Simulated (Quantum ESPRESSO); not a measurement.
# GaN (P6_3mc): zone-centre phonons

Which modes does GaN (P6_3mc) have at the zone centre?

Main program and level: Quantum ESPRESSO 7.5; DFT LDA, scalar-relativistic, plane waves, GBRV ultrasoft pseudopotentials.

The database entry behind the starting cell differs from later determinations by our own check (about 0.3 % short, ideal inner coordinate), so it need not match the best structure at ambient conditions.

**1. The structure**

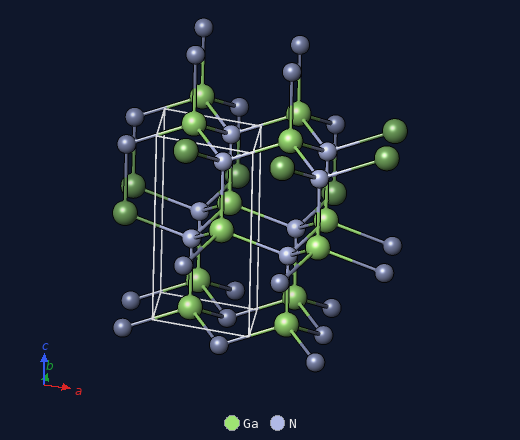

Start, viewed slightly off an axis; gallium green, nitrogen light blue. 2×2×1 cells are drawn. Some periodic images of atoms are drawn too.

As a file:

```cif
data_structure
_symmetry_space_group_name_H-M 'P6_3mc'
_symmetry_Int_Tables_number 186
_cell_length_a 3.1800
_cell_length_b 3.1800
_cell_length_c 5.1660
_cell_angle_alpha 90.000
_cell_angle_beta 90.000
_cell_angle_gamma 120.000
_cell_volume 45.24
loop_
_atom_site_label
_atom_site_type_symbol
_atom_site_symmetry_multiplicity
_atom_site_Wyckoff_symbol
_atom_site_fract_x
_atom_site_fract_y
_atom_site_fract_z
_atom_site_occupancy
Ga1 Ga 2 b 0.33333 0.66667 0.00000 1
N1 N 2 b 0.33333 0.66667 0.37500 1
```

**2. A first look**

Before anything dear is run, a loose run with smearing shows whether this is a metal and how far the cell is from rest.

File probe.in:

```
&control
   calculation = 'scf'
   prefix = 'x'
   outdir = './tmp'
   pseudo_dir = './pseudo'
   tprnfor = .true.
   tstress = .true.
   verbosity = 'high'
/
&system
   ibrav = 4
   celldm(1) = 6.00932908
   celldm(3) = 1.6245283
   nat = 4
   ntyp = 2
   ecutwfc = 50.0
   ecutrho = 400.0
   occupations = 'smearing'
   smearing = 'gaussian'
   degauss = 0.01
/
&electrons
   conv_thr = 1.0d-07
   mixing_beta = 0.7
   electron_maxstep = 100
/
ATOMIC_SPECIES
 Ga     69.7230  Ga.upf
 N      14.0070  N.upf
ATOMIC_POSITIONS crystal
 Ga     0.333333330   0.666666670   0.000000000
 Ga     0.666666670   0.333333330   0.500000000
 N      0.333333330   0.666666670   0.375000000
 N      0.666666670   0.333333330   0.875000000
K_POINTS automatic
 6 6 4 0 0 0
```

Launch:

```
OMP_NUM_THREADS=1 mpirun -n 4 pw.x -nk 4 -in probe.in > probe.out
```

What it wrote:

```text
[banners, grids, parts of the stress and lines that vanish by symmetry left out]
Program PWSCF v.7.5
     bravais-lattice index     =            4
     lattice parameter (alat)  =       6.0093  a.u.
[...]
kinetic-energy cutoff     =      50.0000  Ry
     charge density cutoff     =     400.0000  Ry
     scf convergence threshold =      1.0E-07
[...]
Exchange-correlation= SLA  PZ   NOGX NOGC
                           (   1   1   0   0   0   0   0)
[...]
12 Sym. Ops. (no inversion) found ( 6 have fractional translation)
[...]
(     0          1          0      )
                  (     0          0          1      )
[...]
(  0.0000000  1.0000000  0.0000000 )
                  (  0.0000000  0.0000000  1.0000000 )
[...]
(     0         -1          0      )       (  0.0000000 )
[...]
(     0          0          1      )
[...]
( -0.8660254 -0.5000000  0.0000000 )
                  (  0.0000000  0.0000000  1.0000000 )
[...]
number of k points=    21  Gaussian smearing, width (Ry)=  0.0100
[...]
End of self-consistent calculation
[...]
the Fermi energy is    11.6779 ev
!    total energy              =    -870.43314214 Ry
[...]
convergence has been achieved in   9 iterations
[...]
atom    1 type  1   force =    -0.00000000   -0.00000000   -0.00491641
     atom    2 type  1   force =     0.00000000    0.00000000   -0.00491641
     atom    3 type  2   force =     0.00000000    0.00000000    0.00491641
     atom    4 type  2   force =     0.00000000    0.00000000    0.00491641
[...]
Total force =     0.009833     Total SCF correction =     0.000006
[...]
total   stress  (Ry/bohr**3)                   (kbar)     P=      -38.33
[...]
XML data file, charge density, pseudopotentials, collected wavefunctions

   JOB DONE.
```

Run time: 7.4 s. Hardware: 4 MPI ranks of Arm Neoverse V1, shared host; 29 s of CPU time.

Read from the output:

| Item | Value |
| --- | --- |
| volume per atom | 11.31 Å³ |
| pressure | -3.833 GPa |
| gap on the k-mesh | 1.981 eV |

A gap of 2.0 eV opens on this mesh, so the crystal is taken as an insulator; the start stands at -3.8 GPa.

**3. Relaxing the cell and atoms**

The relaxation runs at a cutoff a fifth above that of the response, since stress converges more slowly with the basis than frequencies do. Forces and stress are brought to rest with tight thresholds.

File relax.in:

```
&control
   calculation = 'vc-relax'
   prefix = 'x'
   outdir = './tmp'
   pseudo_dir = './pseudo'
   tprnfor = .true.
   tstress = .true.
   forc_conv_thr = 2.0d-05
   etot_conv_thr = 1.0d-07
   nstep = 40
/
&system
   ibrav = 4
   celldm(1) = 6.00932908
   celldm(3) = 1.6245283
   nat = 4
   ntyp = 2
   ecutwfc = 60
   ecutrho = 480.0
   occupations = 'fixed'
   nbnd = 26
/
&electrons
   conv_thr = 1.0d-11
   mixing_beta = 0.7
   electron_maxstep = 100
/
&ions
/
&cell
   press_conv_thr = 0.2
/
ATOMIC_SPECIES
 Ga     69.7230  Ga.upf
 N      14.0070  N.upf
ATOMIC_POSITIONS crystal
 Ga     0.333333330   0.666666670   0.000000000
 Ga     0.666666670   0.333333330   0.500000000
 N      0.333333330   0.666666670   0.375000000
 N      0.666666670   0.333333330   0.875000000
K_POINTS automatic
 9 9 6 0 0 0
```

Launch:

```
OMP_NUM_THREADS=1 mpirun -n 4 pw.x -nk 4 -in relax.in > relax.out
```

What it wrote:

```text
[banners, grids, parts of the stress and lines that vanish by symmetry left out]
[banner, memory and clock lines left out]
Program PWSCF v.7.5

[...]
kinetic-energy cutoff     =      60.0000  Ry
     charge density cutoff     =     480.0000  Ry
     scf convergence threshold =      1.0E-11
[...]
energy convergence thresh.=      1.0E-07
     force convergence thresh. =      2.0E-05
     press convergence thresh. =      2.0E-01
     Exchange-correlation= SLA  PZ   NOGX NOGC
                           (   1   1   0   0   0   0   0)
[...]
12 Sym. Ops. (no inversion) found ( 6 have fractional translation)
[...]
number of k points=    48
[...]
End of self-consistent calculation
[...]
highest occupied, lowest unoccupied level (ev):    10.6835   12.6665
!    total energy              =    -870.43484822 Ry
[...]
convergence has been achieved in  14 iterations
[...]
atom    1 type  1   force =     0.00000000   -0.00000000   -0.00492288
     atom    2 type  1   force =     0.00000000    0.00000000   -0.00492288
     atom    3 type  2   force =     0.00000000    0.00000000    0.00492288
     atom    4 type  2   force =     0.00000000    0.00000000    0.00492288
     Total force =     0.009846     Total SCF correction =     0.000001
[...]
total   stress  (Ry/bohr**3)                   (kbar)     P=      -37.60
[...]
number of bfgs steps    =   0
[...]
CELL_PARAMETERS (alat=  6.00932908)
[...]
ATOMIC_POSITIONS (crystal)
Ga               0.3333333300        0.6666666700       -0.0005042732
Ga               0.6666666700        0.3333333300        0.4994957268
N                0.3333333300        0.6666666700        0.3755042732
N                0.6666666700        0.3333333300        0.8755042732
[...]
New effective cutoffs (rho, wfc):  486.24   60.92
[...]
End of self-consistent calculation
[...]
highest occupied, lowest unoccupied level (ev):    11.0046   13.1141
!    total energy              =    -870.43572453 Ry
[...]
convergence has been achieved in   8 iterations
[...]
atom    1 type  1   force =     0.00000000    0.00000000   -0.00090309
     atom    2 type  1   force =    -0.00000000   -0.00000000   -0.00090309
     atom    3 type  2   force =    -0.00000000   -0.00000000    0.00090309
     atom    4 type  2   force =    -0.00000000   -0.00000000    0.00090309
     Total force =     0.001806     Total SCF correction =     0.000004
[...]
number of bfgs steps    =   4
[...]
New effective cutoffs (rho, wfc):  486.35   60.93
[...]
highest occupied, lowest unoccupied level (ev):    11.0081   13.1222
!    total energy              =    -870.43572696 Ry
[...]
convergence has been achieved in   5 iterations
[...]
Total force =     0.000027     Total SCF correction =     0.000001
[...]
total   stress  (Ry/bohr**3)                   (kbar)     P=        0.01
[...]
number of bfgs steps    =   5
[...]
resetting bfgs history
[...]
New effective cutoffs (rho, wfc):  486.35   60.93
[...]
End of self-consistent calculation
[...]
highest occupied, lowest unoccupied level (ev):    11.0082   13.1218
!    total energy              =    -870.43572692 Ry
[...]
convergence has been achieved in   6 iterations
[...]
atom    1 type  1   force =    -0.00000000    0.00000000   -0.00006890
     atom    2 type  1   force =    -0.00000000   -0.00000000   -0.00006890
     atom    3 type  2   force =     0.00000000    0.00000000    0.00006890
     atom    4 type  2   force =     0.00000000    0.00000000    0.00006890
     Total force =     0.000138     Total SCF correction =     0.000001
[...]
total   stress  (Ry/bohr**3)                   (kbar)     P=       -0.01
[...]
number of bfgs steps    =   5
[...]
resetting bfgs history
     Message from routine bfgs:
[...]
CELL_PARAMETERS (alat=  6.00932908)
[...]
ATOMIC_POSITIONS (crystal)
[...]
New effective cutoffs (rho, wfc):  486.35   60.93
[...]
End of self-consistent calculation
[...]
highest occupied, lowest unoccupied level (ev):    11.0082   13.1218
!    total energy              =    -870.43572692 Ry
[...]
convergence has been achieved in   2 iterations
[...]
atom    1 type  1   force =     0.00000000    0.00000000   -0.00006897
     atom    2 type  1   force =     0.00000000    0.00000000   -0.00006897
     atom    3 type  2   force =     0.00000000    0.00000000    0.00006897
     atom    4 type  2   force =    -0.00000000   -0.00000000    0.00006897
     Total force =     0.000138     Total SCF correction =     0.000000
[...]
total   stress  (Ry/bohr**3)                   (kbar)     P=       -0.01
[...]
Message from routine bfgs:
[...]
bfgs failed after   9 scf cycles and   5 bfgs steps, convergence not achieved
[...]
End of BFGS Geometry Optimization
     Final enthalpy           =    -870.4357269206 Ry
     File ./tmp/x.bfgs deleted, as requested
[...]
CELL_PARAMETERS (alat=  6.00932908)
[...]
ATOMIC_POSITIONS (crystal)
[...]
N                0.3333333300        0.6666666700        0.3756679330
N                0.6666666700        0.3333333300        0.8756679330
[...]
XML data file, charge density, pseudopotentials, collected wavefunctions
```

The job ended after 94 s (4 MPI ranks).

The run stopped without converging: the BFGS search stopped short of its thresholds.

Forces and stress had fallen to the noise beside the minimum, so the last cell was taken on.

Over 9 steps the volume went from 11.31 to 11.09 Å³ an atom and the energy fell by 2.99 meV an atom.

**4. Self-consistent run for the response**

Perturbation theory inherits every error of the wavefunctions, so the threshold is set near the limit of the arithmetic. With a gap, occupations are fixed, which also allows the response to an electric field.

File scf.in:

```
&control
   calculation = 'scf'
   prefix = 'x'
   outdir = './tmp'
   pseudo_dir = './pseudo'
   tprnfor = .true.
   tstress = .true.
/
&system
   ibrav = 4
   celldm(1) = 5.96289016
   celldm(3) = 1.63059948
   nat = 4
   ntyp = 2
   ecutwfc = 50.0
   ecutrho = 400.0
   occupations = 'fixed'
   nbnd = 26
/
&electrons
   conv_thr = 1.0d-12
   mixing_beta = 0.7
   electron_maxstep = 100
/
ATOMIC_SPECIES
 Ga     69.7230  Ga.upf
 N      14.0070  N.upf
ATOMIC_POSITIONS crystal
 Ga     0.333333333   0.666666667  -0.000667933
 Ga     0.666666667   0.333333333   0.499332067
 N      0.333333333   0.666666667   0.375667933
 N      0.666666667   0.333333333   0.875667933
K_POINTS automatic
 9 9 6 0 0 0
```

Launch:

```
OMP_NUM_THREADS=1 mpirun -n 4 pw.x -nk 4 -in scf.in > scf.out
```

What it wrote:

```text
[banners, grids, parts of the stress and lines that vanish by symmetry left out]
[banner, memory and clock lines left out]
Program PWSCF v.7.5

[...]
kinetic-energy cutoff     =      50.0000  Ry
     charge density cutoff     =     400.0000  Ry
     scf convergence threshold =      1.0E-12
[...]
Exchange-correlation= SLA  PZ   NOGX NOGC
                           (   1   1   0   0   0   0   0)
[...]
12 Sym. Ops. (no inversion) found ( 6 have fractional translation)
[...]
number of k points=    48
[...]
End of self-consistent calculation
[...]
highest occupied, lowest unoccupied level (ev):    11.0085   13.1216
!    total energy              =    -870.43425092 Ry
[...]
convergence has been achieved in  15 iterations
[...]
atom    1 type  1   force =    -0.00000000   -0.00000000   -0.00007146
     atom    2 type  1   force =     0.00000000    0.00000000   -0.00007146
     atom    3 type  2   force =     0.00000000    0.00000000    0.00007146
     atom    4 type  2   force =     0.00000000    0.00000000    0.00007146
     Total force =     0.000143     Total SCF correction =     0.000000
[...]
total   stress  (Ry/bohr**3)                   (kbar)     P=       -1.65
[...]
XML data file, charge density, pseudopotentials, collected wavefunctions
```

The job ended after 18 s (4 MPI ranks; 70 s of CPU time).

This step gave:

```
volume per atom   : 11.09 Å³
pressure          : -0.1653 GPa
gap on the k-mesh : 2.113 eV
```

The cell stands at -0.17 GPa, close enough for phonons.

(Continued in part 2 of 3.)

[Host names and launcher messages were left out of these logs when they were recorded.]

[Logs are printed without paths, hosts, clocks, repeated set-up lines and the standing remarks that a program may print on its own settings, such as how far it seeks lower states.]

[Hosts, paths, dates, database ids (printed as entryN), source tags and the programs' standing remarks are cut or masked in the printed files.]
